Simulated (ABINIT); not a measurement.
**Run report: SiC, dielectric calculation (part 1 of 2)**

The run: dielectric calculation of SiC (F-43m, 2 atoms in the cell). Method and program: Kohn-Sham DFT of a periodic cell, PBE, PseudoDojo NC SR PBE v0.4.1 standard, no spin polarisation (ABINIT 10.8.3).

The structure derives from an entry of the Crystallography Open Database.

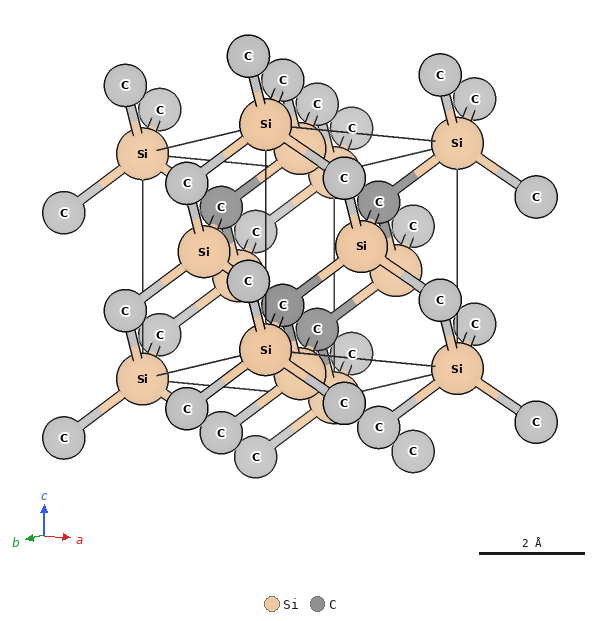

Fig. 1: The structure as given in the input (ball-and-stick view of the cell 4 times as large as that of the calculation, set on its symmetry axes, seen at an oblique angle; neighbours outside the cell are drawn fainter). An atom can appear more than once, as a periodic image.

### Key numbers

```csv
quantity,value
outcome,converged
space group (tolerance 0.01 Å),F-43m (216)
electrons treated,8
free energy,−279.4258 eV
Fermi energy,6.635 eV
pressure,1.71 GPa
largest force (length of the vector),under 0.001 eV/Å
"ε∞ (xx, yy, zz)","7.05, 7.05, 7.05"
Born charges (mean of the diagonal),Si1 (2.71 e); C2 (−2.71 e)
hardware,"4 threads of Arm Neoverse V2, 24 GiB of memory available, shared host"
wall time,15 s (CPU time 59 s)
peak memory,0.28 GiB
```

### Remarks

Points of doubt noted for this run: cutoff too low for stress. The k-point mesh is coarse for a cell of this size, so the results may not be converged.

### The input
```
# Datasets
ndtset 3

# Pseudopotentials
pp_dirpath "./"
pseudos "Si.upf, C.upf"

# Structure
acell 3*1.0 Angstrom
rprim
     0.0000000000     2.1790000000     2.1790000000
     2.1790000000     0.0000000000     2.1790000000
     2.1790000000     2.1790000000     0.0000000000
ntypat 2
znucl 14 6
natom 2
typat 1 2
xred
            0.0            0.0            0.0
            3/4            3/4            3/4

# Plane-wave basis
ecut 31.0

# k points
ngkpt 4 4 4
nshiftk 4
shiftk
     0.5000000000     0.5000000000     0.5000000000
     0.5000000000     0.0000000000     0.0000000000
     0.0000000000     0.5000000000     0.0000000000
     0.0000000000     0.0000000000     0.5000000000

# Exchange and correlation
ixc 11

# Bands and occupations
nband 4
occopt 1

# SCF cycle
nstep 80
diemac 6.0

# Output
prteig 0
prtebands 0
prtwf 0
prtden 0
prtpot 0

# Dataset 1: ground state
kptopt1 1
tolvrs1 1.0e-15
prtwf1 1

# Dataset 2: derivatives of the wave functions by k
iscf2 -3
rfelfd2 2
rfdir2 1 1 1
getwfk2 1
kptopt2 2
nqpt2 1
qpt2 0.0 0.0 0.0
tolwfr2 1.0e-18
prtwf2 1

# Dataset 3: response at q = 0 to electric field
rfelfd3 3
rfdir3 1 1 1
getwfk3 1
getddk3 2
kptopt3 2
nqpt3 1
qpt3 0.0 0.0 0.0
tolvrs3 1.0e-9
```

### File mrgddb.in
```
merged_DDB
SiC
2
runo_DS1_DDB
runo_DS3_DDB
```

### File anaddb.abi
```
ddb_filepath "merged_DDB"
output_file "anaddb.abo"
outdata_prefix "ana"
asr 2
chneut 1
dipdip 1
dieflag 2
enunit 0
```

Run as:
```bash
mpirun --bind-to none -np 4 abinit run.abi > log 2>&1
mrgddb < mrgddb.in > mrgddb.log 2>&1
anaddb anaddb.abi > anaddb.log 2>&1
```

### Log
```
.Version 10.8.3 of ABINIT
 DATASET    1 : space group F-4 3 m (#216); Bravais cF (face-center cubic)
================================================================================
 Values of the parameters that define the memory need for DATASET  1.
     intxc =       0    ionmov =       0      iscf =       7    lmnmax =       6
     lnmax =       6     mgfft =      30  mpssoang =       3    mqgrid =    3001
     natom =       2  nloc_mem =       1    nspden =       1   nspinor =       1
    nsppol =       1      nsym =      24    n1xccc =    2501    ntypat =       2
    occopt =       1   xclevel =       2
       mpw =        1167          nfft =       27000          nkpt =          10
================================================================================
================================================================================

 DATASET    2 : space group F-4 3 m (#216); Bravais cF (face-center cubic)
================================================================================
 Values of the parameters that define the memory need for DATASET  2 (RF).
     intxc =       0      iscf =      -3    lmnmax =       6     lnmax =       6
     mgfft =      30  mpssoang =       3    mqgrid =    3001     natom =       2
  nloc_mem =       1    nspden =       1   nspinor =       1    nsppol =       1
      nsym =      24    n1xccc =    2501    ntypat =       2    occopt =       1
   xclevel =       2
      nfft =       27000          nkpt =         128
================================================================================
================================================================================

 DATASET    3 : space group F-4 3 m (#216); Bravais cF (face-center cubic)
================================================================================
 Values of the parameters that define the memory need for DATASET  3 (RF).
     intxc =       0      iscf =       7    lmnmax =       6     lnmax =       6
     mgfft =      30  mpssoang =       3    mqgrid =    3001     natom =       2
  nloc_mem =       1    nspden =       1   nspinor =       1    nsppol =       1
      nsym =      24    n1xccc =    2501    ntypat =       2    occopt =       1
   xclevel =       2
      nfft =       27000          nkpt =         128
================================================================================
================================================================================

--------------------------------------------------------------------------------
------------- Echo of variables that govern the present computation ------------
--------------------------------------------------------------------------------
 -outvars: echo values of preprocessed input variables --------
            acell      1.8897261259E+00  1.8897261259E+00  1.8897261259E+00 Bohr
              amu      2.80855000E+01  1.20110000E+01
           diemac      6.00000000E+00
             ecut      3.10000000E+01 Hartree
           getddk1          0
           getddk2          0
           getddk3          2
           getwfk1          0
           getwfk2          1
           getwfk3          1
             iscf1          7
             iscf2         -3
             iscf3          7
              ixc          11
           jdtset        1    2    3
                       outvar_i_n : Printing only first  50 k-points.
           kptopt1          1
           kptopt2          2
           kptopt3          2
         kptrlatt        4   -4    4     -4    4    4     -4   -4    4
          kptrlen      3.29417058E+01
            natom           2
            nband1          4
            nband2          4
            nband3          4
           ndtset           3
            ngfft          30      30      30
             nkpt1         10
             nkpt2        128
             nkpt3        128
             nqpt1          0
             nqpt2          1
             nqpt3          1
            nstep          80
             nsym          24
           ntypat           2
        optdriver1          0
        optdriver2          1
        optdriver3          1
           prtden           0
        prtebands           0
           prteig           0
            prtwf1          1
            prtwf2          1
            prtwf3          0
           rfelfd1          0
           rfelfd2          2
           rfelfd3          3
            rprim      0.0000000000E+00  2.1790000000E+00  2.1790000000E+00
                       2.1790000000E+00  0.0000000000E+00  2.1790000000E+00
                       2.1790000000E+00  2.1790000000E+00  0.0000000000E+00
           shiftk      5.00000000E-01  5.00000000E-01  5.00000000E-01
          spgroup         216
           tolvrs1     1.00000000E-15
           tolvrs2     0.00000000E+00
           tolvrs3     1.00000000E-09
           tolwfr1     0.00000000E+00
           tolwfr2     1.00000000E-18
           tolwfr3     0.00000000E+00
            typat      1  2
                       outvars : Printing only first  50 k-points.
           xangst      0.0000000000E+00  0.0000000000E+00  0.0000000000E+00
                       3.2685000000E+00  3.2685000000E+00  3.2685000000E+00
            xcart      0.0000000000E+00  0.0000000000E+00  0.0000000000E+00
                       6.1765698425E+00  6.1765698425E+00  6.1765698425E+00
             xred      0.0000000000E+00  0.0000000000E+00  0.0000000000E+00
                       7.5000000000E-01  7.5000000000E-01  7.5000000000E-01
            znucl       14.00000    6.00000

================================================================================

 chkinp: Checking input parameters for consistency, jdtset=   1.

 chkinp: Checking input parameters for consistency, jdtset=   2.

 chkinp: Checking input parameters for consistency, jdtset=   3.

================================================================================
== DATASET  1 ==================================================================

--- !DatasetInfo
iteration_state: {dtset: 1, }
dimensions: {natom: 2, nkpt: 10, mband: 4, nsppol: 1, nspinor: 1, nspden: 1, mpw: 1167, }
cutoff_energies: {ecut:  31.0, pawecutdg:  -1.0, }
electrons: {nelect:   8.00000000E+00, charge:   0.00000000E+00, occopt:   1.00000000E+00, tsmear:   1.00000000E-02, }
meta: {optdriver: 0, ionmov: 0, optcell: 0, iscf: 7, paral_kgb: 0, }
...

 Exchange-correlation functional for the present dataset will be:
  GGA: Perdew-Burke-Ernzerhof functional - ixc=11
  J.P.Perdew, K.Burke, M.Ernzerhof, PRL 77, 3865 (1996)

 Real(R)+Recip(G) space primitive vectors, cartesian coordinates (Bohr,Bohr^-1):
 R(1)=  0.0000000  4.1177132  4.1177132  G(1)= -0.1214266  0.1214266  0.1214266
 R(2)=  4.1177132  0.0000000  4.1177132  G(2)=  0.1214266 -0.1214266  0.1214266
 R(3)=  4.1177132  4.1177132  0.0000000  G(3)=  0.1214266  0.1214266 -0.1214266
 Unit cell volume ucvol=  1.3963629E+02 bohr^3
 Angles (23,13,12)=  6.00000000E+01  6.00000000E+01  6.00000000E+01 degrees

 getcut: wavevector=  0.0000  0.0000  0.0000  ngfft=  30  30  30
         ecut(hartree)=     31.000   => boxcut(ratio)=   2.05772

--- Pseudopotential description ------------------------------------------------
- pspini: atom type   1  psp file is ./Si.upf
  14.00000   4.00000  171031                  znucl, zion, pspdat
12 -101130 2 -1 1510                          pspcod,pspxc,lmax,lloc,mmax
     nproj     2     2     2

- pspini: atom type   2  psp file is ./C.upf
   6.00000   4.00000  171031                  znucl, zion, pspdat
12 -101130 1 -1 1248                          pspcod,pspxc,lmax,lloc,mmax
     nproj     2     2     0

   1.09253459E+02                                ecore*ucvol(ha*bohr**3)
--------------------------------------------------------------------------------

================================================================================

--- !BeginCycle
iteration_state: {dtset: 1, }
solver: {iscf: 7, nstep: 80, nline: 4, wfoptalg: 0, }
tolerances: {tolvrs: 1.00E-15, }
...

     iter   Etot(hartree)      deltaE(h)  residm     vres2
 ETOT  1  -10.184357840586    -1.018E+01 4.153E-02 2.623E+02
 ETOT  2  -10.228513715837    -4.416E-02 1.205E-05 1.302E+02
 ETOT  3  -10.268657569299    -4.014E-02 5.819E-04 1.888E-01
 ETOT  4  -10.268706438882    -4.887E-05 6.932E-07 8.418E-03
 ETOT  5  -10.268708015059    -1.576E-06 1.889E-08 6.313E-05
 ETOT  6  -10.268708022817    -7.758E-09 8.148E-11 4.863E-07
 ETOT  7  -10.268708022913    -9.542E-11 8.850E-13 4.721E-09
 ETOT  8  -10.268708022914    -9.539E-13 2.993E-14 1.361E-10
 ETOT  9  -10.268708022914    -8.882E-14 4.415E-16 7.971E-13
 ETOT 10  -10.268708022914     1.421E-14 1.965E-18 6.624E-14
 ETOT 11  -10.268708022914     1.243E-14 2.625E-19 2.779E-16

 At SCF step   11       vres2   =  2.78E-16 < tolvrs=  1.00E-15 =>converged.

 Cartesian components of stress tensor (hartree/bohr^3)
  sigma(1 1)= -5.81598298E-05  sigma(3 2)=  0.00000000E+00
  sigma(2 2)= -5.81598298E-05  sigma(3 1)=  0.00000000E+00
  sigma(3 3)= -5.81598298E-05  sigma(2 1)=  0.00000000E+00

--- !ResultsGS
iteration_state: {dtset: 1, }
comment   : Summary of ground state results
lattice_vectors:
- [  0.0000000,   4.1177132,   4.1177132, ]
- [  4.1177132,   0.0000000,   4.1177132, ]
- [  4.1177132,   4.1177132,   0.0000000, ]
lattice_lengths: [   5.82333,    5.82333,    5.82333, ]
lattice_angles: [ 60.000,  60.000,  60.000, ] # degrees, (23, 13, 12)
lattice_volume:   1.3963629E+02
convergence: {deltae:  1.243E-14, res2:  2.779E-16, residm:  2.625E-19, diffor: null, }
etotal    :  -1.02687080E+01
entropy   :   0.00000000E+00
fermie    :   2.43836487E-01
cartesian_stress_tensor: # hartree/bohr^3
- [ -5.81598298E-05,   0.00000000E+00,   0.00000000E+00, ]
- [  0.00000000E+00,  -5.81598298E-05,   0.00000000E+00, ]
- [  0.00000000E+00,   0.00000000E+00,  -5.81598298E-05, ]
pressure_GPa:   1.7111E+00
xred      :
- [  0.0000E+00,   0.0000E+00,   0.0000E+00, Si]
- [  7.5000E-01,   7.5000E-01,   7.5000E-01,  C]
cartesian_forces: # hartree/bohr
- [  2.04349255E-30,   2.04349255E-30,  -6.13047766E-30, ]
- [ -2.04349255E-30,  -2.04349255E-30,   6.13047766E-30, ]
force_length_stats: {min:   6.77749806E-30, max:   6.77749806E-30, mean:   6.77749806E-30, }
...

 Integrated electronic density in atomic spheres:
 ------------------------------------------------
 Atom  Sphere_radius  Integrated_density
    1        2.00000          1.95964674
    2        2.00000          4.25789135
================================================================================

 ----iterations are completed or convergence reached----

 Mean square residual over all n,k,spin=   10.707E-20; max=  26.252E-20
 reduced coordinates (array xred) for    2 atoms
       0.000000000000      0.000000000000      0.000000000000
       0.750000000000      0.750000000000      0.750000000000
 rms dE/dt=  2.3800E-29; max dE/dt=  3.3658E-29; dE/dt below (all hartree)
    1       0.000000000000      0.000000000000      0.000000000000
    2      -0.000000000000     -0.000000000000      0.000000000000

 cartesian coordinates (angstrom) at end:
    1      0.00000000000000     0.00000000000000     0.00000000000000
    2      3.26850000000000     3.26850000000000     3.26850000000000

 cartesian forces (hartree/bohr) at end:
    1      0.00000000000000     0.00000000000000    -0.00000000000000
    2     -0.00000000000000    -0.00000000000000     0.00000000000000
 frms,max,avg= 3.9129903E-30 6.1304777E-30   0.000E+00  0.000E+00  0.000E+00 h/b

 cartesian forces (eV/Angstrom) at end:
    1      0.00000000000000     0.00000000000000    -0.00000000000000
    2     -0.00000000000000    -0.00000000000000     0.00000000000000
 frms,max,avg= 2.0121405E-28 3.1524184E-28   0.000E+00  0.000E+00  0.000E+00 e/A
 length scales=  1.889726125908  1.889726125908  1.889726125908 bohr
              =  1.000000000000  1.000000000000  1.000000000000 angstroms
 Fermi (or HOMO) energy (hartree) =   0.24384   Average Vxc (hartree)=  -0.41497
 Eigenvalues (hartree) for nkpt=  10  k points:
 kpt#   1, nband=  4, wtk=  0.09375, kpt= -0.1250 -0.2500  0.0000 (reduced coord)
  -0.27465    0.12939    0.20560    0.21482
 prteigrs : prtvol=0 or 1, do not print more k-points.

--- !EnergyTerms
iteration_state     : {dtset: 1, }
comment             : Components of total free energy in Hartree
kinetic             :  5.88400621946482E+00
hartree             :  1.16612193088280E+00
xc                  : -3.77848542042730E+00
Ewald energy        : -1.04656108775139E+01
psp_core            :  7.82414532507906E-01
local_psp           : -4.12242460440002E+00
non_local_psp       :  2.65270196571914E-01
total_energy        : -1.02687080229138E+01
total_energy_eV     : -2.79425780258710E+02
band_energy         :  2.75575809559609E-01
...

 Cartesian components of stress tensor (hartree/bohr^3)
  sigma(1 1)= -5.81598298E-05  sigma(3 2)=  0.00000000E+00
  sigma(2 2)= -5.81598298E-05  sigma(3 1)=  0.00000000E+00
  sigma(3 3)= -5.81598298E-05  sigma(2 1)=  0.00000000E+00

-Cartesian components of stress tensor (GPa)         [Pressure=  1.7111E+00 GPa]
- sigma(1 1)= -1.71112127E+00  sigma(3 2)=  0.00000000E+00
- sigma(2 2)= -1.71112127E+00  sigma(3 1)=  0.00000000E+00
- sigma(3 3)= -1.71112127E+00  sigma(2 1)=  0.00000000E+00

================================================================================
== DATASET  2 ==================================================================
```
